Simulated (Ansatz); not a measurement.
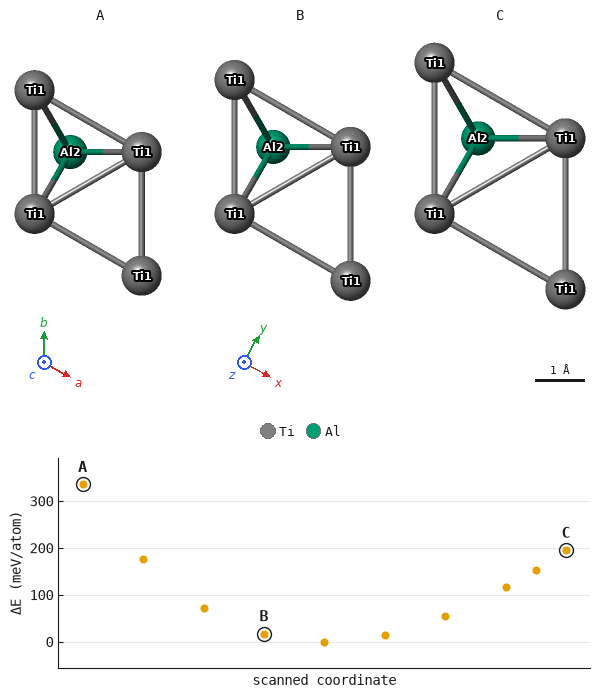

A scan of a crystal of TiAl (P-6m2) along one coordinate. x, y and z are the Cartesian axes of the input. Style: ball-and-stick. Shown: the cell of the calculation, along the c axis.

These are results of Ansatz 0.2.0, DFT PBEsol, scalar-relativistic, plane waves, PAW, not measurements. Set-up: plane-wave cutoff 420 eV; k-point mesh 24 × 24 × 14; occupations gaussian; smearing width 0.15 eV; no spin polarisation. Energies (free energies at the smearing named) are counted from the relaxed crystal.

Q: What is being scanned?

A: The cell is strained equally along x and y, with the atoms kept at their fractional coordinates. In the frames the strain is −0.10 (A), −0.025 (B), 0.10 (C). Of the computed points the lowest is at the strain 0.00, 0 meV/atom. The end points stand at 335 meV/atom (−0.10) and 195 meV/atom (0.10). The distortion keeps the space group P-6m2. At the strain −0.10 the cell of the drawing goes a 2.848 → 2.563 Å, b 2.848 → 2.563 Å.
